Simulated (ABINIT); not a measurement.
**Geometry relaxation, with input and output: TiAl (part 3 of 3)**

TiAl (P-6m2, 2 atoms in the cell); Kohn-Sham DFT of a periodic cell, LDA, PseudoDojo NC SR LDA v0.4.1 standard, no spin polarisation (ABINIT 10.8.3); cutoff 1142.88 eV, 8×8×4 k-mesh, fermi-dirac of 0.05 eV. The structure derives from a Materials Project entry.

Geometry of the input (Å; fractional positions):
```
2.8673  0.0000  0.0000
-1.4336  2.4831  0.0000
0.0000  0.0000  4.6781
Ti 0.0000  0.0000  0.0000
Al 0.3333  0.6667  0.5000
```

**The program's output, continued**
```
 Cartesian coordinates (xcart) [bohr]
  2.79604963761186E-29 -1.48475473290706E-28  0.00000000000000E+00
  6.19266618114731E-11  3.07544364733273E+00  4.31626908423208E+00
 Reduced coordinates (xred)
 -1.08435816563242E-29 -3.21851609754960E-29  0.00000000000000E+00
  3.33333333333333E-01  6.66666666666667E-01  5.00000000000000E-01
 Cartesian forces (fcart) [Ha/bohr]; max,rms= 3.94912E-30 2.63275E-30 (free atoms)
  3.94912394831917E-30 -2.28002777473223E-30 -0.00000000000000E+00
 -3.94912394831917E-30  2.28002777473223E-30 -0.00000000000000E+00
 Gradient of E wrt nuclear positions in reduced coordinates (gred)
 -2.10362908058936E-29  2.10362908058936E-29 -0.00000000000000E+00
  2.10362908058936E-29 -2.10362908058936E-29 -0.00000000000000E+00
 Scale of Primitive Cell (acell) [bohr]
  5.32682465305935E+00  5.32682465296482E+00  8.63253816846415E+00
 Real space primitive translations (rprimd) [bohr]
  5.32682465305935E+00  0.00000000000000E+00  0.00000000000000E+00
 -2.66341232643678E+00  4.61316547099910E+00  0.00000000000000E+00
  0.00000000000000E+00  0.00000000000000E+00  8.63253816846415E+00
 Unitary Cell Volume (ucvol) [Bohr^3]=  2.12131880061556E+02
 Angles (23,13,12)= [degrees]
  9.00000000000000E+01  9.00000000000000E+01  1.19999999999433E+02
 Lengths [Bohr]
  5.32682465305935E+00  5.32682465296482E+00  8.63253816846415E+00
 Stress tensor in cartesian coordinates (strten) [Ha/bohr^3]
 -4.63828682780408E-07 -1.03476402432209E-13  0.00000000000000E+00
 -1.03476402432209E-13 -4.63828559070338E-07  0.00000000000000E+00
  0.00000000000000E+00  0.00000000000000E+00  2.93159907367897E-07
 Total energy (etotal) [Ha]= -6.17277620787140E+01

 Difference of energy with previous step (new-old):
           Absolute (Ha)=-7.04361E-09
           Relative     =-1.14108E-10

--- Iteration: ( 7/50) Internal Cycle: (1/1)
--------------------------------------------------------------------------------

---SELF-CONSISTENT-FIELD CONVERGENCE--------------------------------------------

--- !BeginCycle
iteration_state: {dtset: 1, itime: 7, icycle: 1, }
solver: {iscf: 7, nstep: 80, nline: 4, wfoptalg: 0, }
tolerances: {tolvrs: 1.00E-12, }
...

     iter   Etot(hartree)      deltaE(h)  residm     vres2
 ETOT  1  -61.727761814005    -6.173E+01 3.677E-07 4.461E-03
 ETOT  2  -61.727761578497     2.355E-07 2.649E-07 7.404E-03
 ETOT  3  -61.727762079162    -5.007E-07 1.454E-07 6.599E-05
 ETOT  4  -61.727762086439    -7.277E-09 2.383E-07 4.121E-08
 ETOT  5  -61.727762086457    -1.814E-11 1.247E-07 8.551E-09
 ETOT  6  -61.727762086459    -1.464E-12 2.064E-07 6.796E-10
 ETOT  7  -61.727762086457     1.634E-12 1.048E-07 5.162E-12
 ETOT  8  -61.727762086457     9.237E-14 1.732E-07 6.732E-14

 At SCF step    8       vres2   =  6.73E-14 < tolvrs=  1.00E-12 =>converged.

 Cartesian components of stress tensor (hartree/bohr^3)
  sigma(1 1)= -2.34713783E-07  sigma(3 2)=  0.00000000E+00
  sigma(2 2)= -2.34713659E-07  sigma(3 1)=  0.00000000E+00
  sigma(3 3)= -1.06448814E-07  sigma(2 1)= -1.03476354E-13

--- !ResultsGS
iteration_state: {dtset: 1, itime: 7, icycle: 1, }
comment   : Summary of ground state results
lattice_vectors:
- [  5.3270573,   0.0000000,   0.0000000, ]
- [ -2.6635287,   4.6133669,   0.0000000, ]
- [  0.0000000,   0.0000000,   8.6319464, ]
lattice_lengths: [   5.32706,    5.32706,    8.63195, ]
lattice_angles: [ 90.000,  90.000, 120.000, ] # degrees, (23, 13, 12)
lattice_volume:   2.1213587E+02
convergence: {deltae:  9.237E-14, res2:  6.732E-14, residm:  1.732E-07, diffor: null, }
etotal    :  -6.17277621E+01
entropy   :   0.00000000E+00
fermie    :   3.29591529E-01
cartesian_stress_tensor: # hartree/bohr^3
- [ -2.34713783E-07,  -1.03476354E-13,   0.00000000E+00, ]
- [ -1.03476354E-13,  -2.34713659E-07,   0.00000000E+00, ]
- [  0.00000000E+00,   0.00000000E+00,  -1.06448814E-07, ]
pressure_GPa:   5.6476E-03
xred      :
- [ -5.6959E-30,  -2.9111E-29,   0.0000E+00, Ti]
- [  3.3333E-01,   6.6667E-01,   5.0000E-01, Al]
cartesian_forces: # hartree/bohr
- [  1.50060156E-29,  -6.70298891E-29,  -0.00000000E+00, ]
- [ -1.50060156E-29,   6.70298891E-29,  -0.00000000E+00, ]
force_length_stats: {min:   6.86890569E-29, max:   6.86890569E-29, mean:   6.86890569E-29, }
...

 Integrated electronic density in atomic spheres:
 ------------------------------------------------
 Atom  Sphere_radius  Integrated_density
    1        2.00000          9.56193880
    2        2.00000          0.96343911

---OUTPUT-----------------------------------------------------------------------

 Cartesian coordinates (xcart) [bohr]
  4.71962375655381E-29 -1.34301180743904E-28  0.00000000000000E+00
  6.19291782997762E-11  3.07557796623087E+00  4.31597322166047E+00
 Reduced coordinates (xred)
 -5.69593747122669E-30 -2.91113154922423E-29  0.00000000000000E+00
  3.33333333333333E-01  6.66666666666667E-01  5.00000000000000E-01
 Cartesian forces (fcart) [Ha/bohr]; max,rms= 6.70299E-29 3.96576E-29 (free atoms)
  1.50060156212633E-29 -6.70298890687305E-29 -0.00000000000000E+00
 -1.50060156212633E-29  6.70298890687305E-29 -0.00000000000000E+00
 Gradient of E wrt nuclear positions in reduced coordinates (gred)
 -7.99379050623959E-29  3.49202427377835E-28 -0.00000000000000E+00
  7.99379050623959E-29 -3.49202427377834E-28 -0.00000000000000E+00
 Scale of Primitive Cell (acell) [bohr]
  5.32705730021534E+00  5.32705730012081E+00  8.63194644332094E+00
 Real space primitive translations (rprimd) [bohr]
  5.32705730021534E+00  0.00000000000000E+00  0.00000000000000E+00
 -2.66352865001478E+00  4.61336694934630E+00  0.00000000000000E+00
  0.00000000000000E+00  0.00000000000000E+00  8.63194644332094E+00
 Unitary Cell Volume (ucvol) [Bohr^3]=  2.12135867991831E+02
 Angles (23,13,12)= [degrees]
  9.00000000000000E+01  9.00000000000000E+01  1.19999999999433E+02
 Lengths [Bohr]
  5.32705730021534E+00  5.32705730012080E+00  8.63194644332094E+00
 Stress tensor in cartesian coordinates (strten) [Ha/bohr^3]
 -2.34713782896502E-07 -1.03476353840718E-13  0.00000000000000E+00
 -1.03476353840718E-13 -2.34713659188167E-07  0.00000000000000E+00
  0.00000000000000E+00  0.00000000000000E+00 -1.06448813990898E-07
 Total energy (etotal) [Ha]= -6.17277620864571E+01

 Difference of energy with previous step (new-old):
           Absolute (Ha)=-7.74312E-09
           Relative     =-1.25440E-10

--- Iteration: ( 8/50) Internal Cycle: (1/1)
--------------------------------------------------------------------------------

---SELF-CONSISTENT-FIELD CONVERGENCE--------------------------------------------

--- !BeginCycle
iteration_state: {dtset: 1, itime: 8, icycle: 1, }
solver: {iscf: 7, nstep: 80, nline: 4, wfoptalg: 0, }
tolerances: {tolvrs: 1.00E-12, }
...

     iter   Etot(hartree)      deltaE(h)  residm     vres2
 ETOT  1  -61.727761732644    -6.173E+01 1.553E-07 5.724E-03
 ETOT  2  -61.727761262827     4.698E-07 1.069E-07 1.162E-02
 ETOT  3  -61.727762084805    -8.220E-07 6.611E-08 2.341E-05
 ETOT  4  -61.727762087627    -2.822E-09 1.025E-07 9.003E-08
 ETOT  5  -61.727762087644    -1.715E-11 5.099E-08 4.020E-10
 ETOT  6  -61.727762087644    -4.121E-13 8.976E-08 1.778E-10
 ETOT  7  -61.727762087644     8.242E-13 4.293E-08 1.459E-12
 ETOT  8  -61.727762087644    -7.461E-13 7.538E-08 2.705E-13

 At SCF step    8       vres2   =  2.71E-13 < tolvrs=  1.00E-12 =>converged.

 Cartesian components of stress tensor (hartree/bohr^3)
  sigma(1 1)= -5.71256398E-08  sigma(3 2)=  0.00000000E+00
  sigma(2 2)= -5.71255161E-08  sigma(3 1)=  0.00000000E+00
  sigma(3 3)= -7.38100553E-08  sigma(2 1)= -1.03473487E-13

--- !ResultsGS
iteration_state: {dtset: 1, itime: 8, icycle: 1, }
comment   : Summary of ground state results
lattice_vectors:
- [  5.3271743,   0.0000000,   0.0000000, ]
- [ -2.6635872,   4.6134683,   0.0000000, ]
- [  0.0000000,   0.0000000,   8.6318771, ]
lattice_lengths: [   5.32717,    5.32717,    8.63188, ]
lattice_angles: [ 90.000,  90.000, 120.000, ] # degrees, (23, 13, 12)
lattice_volume:   2.1214349E+02
convergence: {deltae: -7.461E-13, res2:  2.705E-13, residm:  7.538E-08, diffor: null, }
etotal    :  -6.17277621E+01
entropy   :   0.00000000E+00
fermie    :   3.29574647E-01
cartesian_stress_tensor: # hartree/bohr^3
- [ -5.71256398E-08,  -1.03473487E-13,   0.00000000E+00, ]
- [ -1.03473487E-13,  -5.71255161E-08,   0.00000000E+00, ]
- [  0.00000000E+00,   0.00000000E+00,  -7.38100553E-08, ]
pressure_GPa:   1.8443E-03
xred      :
- [ -9.6099E-30,  -4.5691E-29,   0.0000E+00, Ti]
- [  3.3333E-01,   6.6667E-01,   5.0000E-01, Al]
cartesian_forces: # hartree/bohr
- [  9.67471856E-30,  -5.58570137E-30,  -0.00000000E+00, ]
- [ -9.67471856E-30,   5.58570137E-30,  -0.00000000E+00, ]
force_length_stats: {min:   1.11714027E-29, max:   1.11714027E-29, mean:   1.11714027E-29, }
...

 Integrated electronic density in atomic spheres:
 ------------------------------------------------
 Atom  Sphere_radius  Integrated_density
    1        2.00000          9.56196583
    2        2.00000          0.96345750

---OUTPUT-----------------------------------------------------------------------

 Cartesian coordinates (xcart) [bohr]
  7.05087239552425E-29 -2.10794742038804E-28  0.00000000000000E+00
  6.19309546479530E-11  3.07564553853756E+00  4.31593856598064E+00
 Reduced coordinates (xred)
 -9.60991209320293E-30 -4.56911650790195E-29  0.00000000000000E+00
  3.33333333333333E-01  6.66666666666667E-01  5.00000000000000E-01
 Cartesian forces (fcart) [Ha/bohr]; max,rms= 9.67472E-30 6.44981E-30 (free atoms)
  9.67471856482159E-30 -5.58570136799566E-30 -0.00000000000000E+00
 -9.67471856482159E-30  5.58570136799566E-30 -0.00000000000000E+00
 Gradient of E wrt nuclear positions in reduced coordinates (gred)
 -5.15389124744394E-29  5.15389124744395E-29 -0.00000000000000E+00
  5.15389124744394E-29 -5.15389124744395E-29 -0.00000000000000E+00
 Scale of Primitive Cell (acell) [bohr]
  5.32717433888371E+00  5.32717433878917E+00  8.63187713196129E+00
 Real space primitive translations (rprimd) [bohr]
  5.32717433888371E+00  0.00000000000000E+00  0.00000000000000E+00
 -2.66358716934896E+00  4.61346830780634E+00  0.00000000000000E+00
  0.00000000000000E+00  0.00000000000000E+00  8.63187713196129E+00
 Unitary Cell Volume (ucvol) [Bohr^3]=  2.12143486152728E+02
 Angles (23,13,12)= [degrees]
  9.00000000000000E+01  9.00000000000000E+01  1.19999999999433E+02
 Lengths [Bohr]
  5.32717433888371E+00  5.32717433878917E+00  8.63187713196129E+00
 Stress tensor in cartesian coordinates (strten) [Ha/bohr^3]
 -5.71256397680422E-08 -1.03473487329191E-13  0.00000000000000E+00
 -1.03473487329191E-13 -5.71255160614417E-08  0.00000000000000E+00
  0.00000000000000E+00  0.00000000000000E+00 -7.38100552769363E-08
 Total energy (etotal) [Ha]= -6.17277620876444E+01

 Difference of energy with previous step (new-old):
           Absolute (Ha)=-1.18727E-09
           Relative     =-1.92339E-11

 At Broyd/MD step   8, gradients are converged :
  max grad (force/stress) = 7.3810E-06 < tolmxf= 2.0000E-05 ha/bohr (free atoms)

================================================================================

 ----iterations are completed or convergence reached----

 Mean square residual over all n,k,spin=   21.010E-11; max=  75.380E-09
 reduced coordinates (array xred) for    2 atoms
      -0.000000000000     -0.000000000000      0.000000000000
       0.333333333333      0.666666666667      0.500000000000
 rms dE/dt=  4.2160E-29; max dE/dt=  5.4694E-29; dE/dt below (all hartree)
    1      -0.000000000000      0.000000000000      0.000000000000
    2       0.000000000000     -0.000000000000      0.000000000000

 cartesian coordinates (angstrom) at end:
    1      0.00000000000000    -0.00000000000000     0.00000000000000
    2      0.00000000003277     1.62756152670540     2.28389633122491

 cartesian forces (hartree/bohr) at end:
    1      0.00000000000000    -0.00000000000000    -0.00000000000000
    2     -0.00000000000000     0.00000000000000    -0.00000000000000
 frms,max,avg= 6.4498124E-30 9.6747186E-30   0.000E+00  0.000E+00  0.000E+00 h/b

 cartesian forces (eV/Angstrom) at end:
    1      0.00000000000000    -0.00000000000000    -0.00000000000000
    2     -0.00000000000000     0.00000000000000    -0.00000000000000
 frms,max,avg= 3.3166269E-28 4.9749403E-28   0.000E+00  0.000E+00  0.000E+00 e/A
 length scales=  5.327174338884  5.327174338789  8.631877131961 bohr
              =  2.819019256732  2.819019256682  4.567792662450 angstroms
 Fermi (or HOMO) energy (hartree) =   0.32957   Average Vxc (hartree)=  -0.41343
 Eigenvalues (hartree) for nkpt=  30  k points:
 kpt#   1, nband= 12, wtk=  0.00391, kpt=  0.0000  0.0000  0.0000 (reduced coord)
  -1.72126   -0.86300   -0.84558   -0.84558   -0.00683    0.24404    0.26581    0.37755
   0.37755    0.43601    0.43601    0.48613
      occupation numbers for kpt#   1
   2.00000    2.00000    2.00000    2.00000    2.00000    2.00000    2.00000    0.00000
   0.00000    0.00000    0.00000    0.00000
 prteigrs : prtvol=0 or 1, do not print more k-points.

--- !EnergyTerms
iteration_state     : {dtset: 1, itime: 8, icycle: 1, }
comment             : Components of total free energy in Hartree
kinetic             :  2.44714618165438E+01
hartree             :  1.78238777819001E+01
xc                  : -9.78775368016790E+00
Ewald energy        : -3.91005574022833E+01
psp_core            :  1.09016004660593E+00
local_psp           : -5.69648204204067E+01
non_local_psp       :  7.40620273019019E-01
internal            : -6.17270115847892E+01
'-kT*entropy'       : -7.50502855208595E-04
total_energy        : -6.17277620876444E+01
total_energy_eV     : -1.67969797626691E+03
band_energy         : -6.93998851653912E+00
...

 Cartesian components of stress tensor (hartree/bohr^3)
  sigma(1 1)= -5.71256398E-08  sigma(3 2)=  0.00000000E+00
  sigma(2 2)= -5.71255161E-08  sigma(3 1)=  0.00000000E+00
  sigma(3 3)= -7.38100553E-08  sigma(2 1)= -1.03473487E-13

-Cartesian components of stress tensor (GPa)         [Pressure=  1.8443E-03 GPa]
- sigma(1 1)= -1.68069435E-03  sigma(3 2)=  0.00000000E+00
- sigma(2 2)= -1.68069071E-03  sigma(3 1)=  0.00000000E+00
- sigma(3 3)= -2.17156680E-03  sigma(2 1)= -3.04429510E-09

== END DATASET(S) ==============================================================
================================================================================

 -outvars: echo values of variables after computation  --------
            acell      5.3271743389E+00  5.3271743388E+00  8.6318771320E+00 Bohr
           etotal     -6.1727762088E+01
            fcart      9.6747185648E-30 -5.5857013680E-30 -0.0000000000E+00
                      -9.6747185648E-30  5.5857013680E-30 -0.0000000000E+00
            rprim      1.0000000000E+00  0.0000000000E+00  0.0000000000E+00
                      -4.9999999999E-01  8.6602540379E-01  0.0000000000E+00
                       0.0000000000E+00  0.0000000000E+00  1.0000000000E+00
           strten     -5.7125639768E-08 -5.7125516061E-08 -7.3810055277E-08
                       0.0000000000E+00  0.0000000000E+00 -1.0347348733E-13
           xangst      3.7311609862E-29 -1.1154777359E-28  0.0000000000E+00
                       3.2772449827E-11  1.6275615267E+00  2.2838963312E+00
             xred     -9.6099120932E-30 -4.5691165079E-29  0.0000000000E+00
                       3.3333333333E-01  6.6666666667E-01  5.0000000000E-01
 Calculation completed.
```

**Trajectory as extended XYZ (Å, eV, eV/Å), 8 frames, from step=0 to step=7**
```
2
Lattice="2.8673 0.0000 0.0000 -1.4336 2.4831 0.0000 0.0000 0.0000 4.6781" Properties=species:S:1:pos:R:3:forces:R:3 step=0 energy=-1679.65913
Ti    0.0000    0.0000    0.0000    0.0000   0.0000   0.0000
Al    0.0000    1.6554    2.3390    0.0000   0.0000   0.0000
2
Lattice="2.8512 0.0000 0.0000 -1.4256 2.4692 0.0000 0.0000 0.0000 4.6421" Properties=species:S:1:pos:R:3:forces:R:3 step=1 energy=-1679.68018
Ti    0.0000    0.0000    0.0000    0.0000   0.0000   0.0000
Al    0.0000    1.6461    2.3211    0.0000   0.0000   0.0000
2
Lattice="2.8163 0.0000 0.0000 -1.4082 2.4390 0.0000 0.0000 0.0000 4.5632" Properties=species:S:1:pos:R:3:forces:R:3 step=2 energy=-1679.69788
Ti    0.0000    0.0000    0.0000    0.0000   0.0000   0.0000
Al    0.0000    1.6260    2.2816    0.0000   0.0000   0.0000
2
Lattice="2.8189 0.0000 0.0000 -1.4094 2.4412 0.0000 0.0000 0.0000 4.5687" Properties=species:S:1:pos:R:3:forces:R:3 step=3 energy=-1679.69798
Ti    0.0000    0.0000    0.0000    0.0000   0.0000   0.0000
Al    0.0000    1.6275    2.2844    0.0000   0.0000   0.0000
2
Lattice="2.8188 0.0000 0.0000 -1.4094 2.4412 0.0000 0.0000 0.0000 4.5684" Properties=species:S:1:pos:R:3:forces:R:3 step=4 energy=-1679.69798
Ti    0.0000    0.0000    0.0000    0.0000   0.0000   0.0000
Al    0.0000    1.6274    2.2842    0.0000   0.0000   0.0000
2
Lattice="2.8188 0.0000 0.0000 -1.4094 2.4412 0.0000 0.0000 0.0000 4.5681" Properties=species:S:1:pos:R:3:forces:R:3 step=5 energy=-1679.69798
Ti    0.0000    0.0000    0.0000    0.0000   0.0000   0.0000
Al    0.0000    1.6275    2.2841    0.0000   0.0000   0.0000
2
Lattice="2.8190 0.0000 0.0000 -1.4095 2.4413 0.0000 0.0000 0.0000 4.5678" Properties=species:S:1:pos:R:3:forces:R:3 step=6 energy=-1679.69798
Ti    0.0000    0.0000    0.0000    0.0000   0.0000   0.0000
Al    0.0000    1.6275    2.2839    0.0000   0.0000   0.0000
2
Lattice="2.8190 0.0000 0.0000 -1.4095 2.4413 0.0000 0.0000 0.0000 4.5678" Properties=species:S:1:pos:R:3:forces:R:3 step=7 energy=-1679.69798
Ti    0.0000    0.0000    0.0000    0.0000   0.0000   0.0000
Al    0.0000    1.6276    2.2839    0.0000   0.0000   0.0000
```

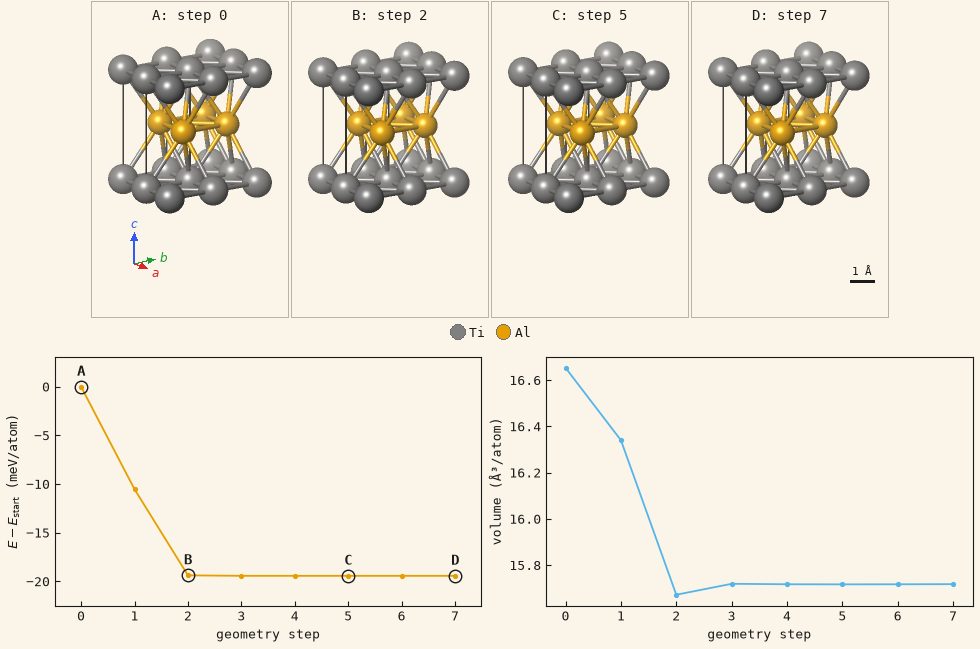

Figure 1. Frames of the relaxation (ball-and-stick view of the cell of the calculation, repeated 2 × 2 × 1, seen slightly off an axis) above the curves, on which the letters mark them (steps are counted from 0).

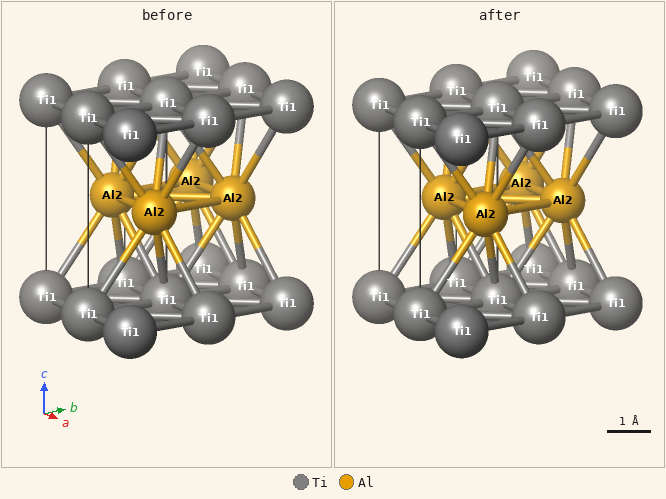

Figure 2. Before (left) and after (right) the relaxation, at one scale (ball-and-stick view of the cell of the calculation, repeated 2 × 2 × 1, seen slightly off an axis). After 7 geometry steps the energy has fallen by 19.4 meV per atom. All forces vanish by symmetry, so only the cell relaxes. No atom moves by more than 0.005 Å relative to the cell. Cell: a = b 2.867 → 2.819 Å (−1.7 %), c 4.678 → 4.568 Å (−2.4 %). Volume −5.6 %. Distances before and after: Ti1–Al2 2.866 → 2.804 Å, Ti1–Ti1 2.867 → 2.819 Å, Al2–Al2 2.867 → 2.819 Å. The space group stays P-6m2 (No. 187). (Atoms are counted from 1 in the order of the input.)
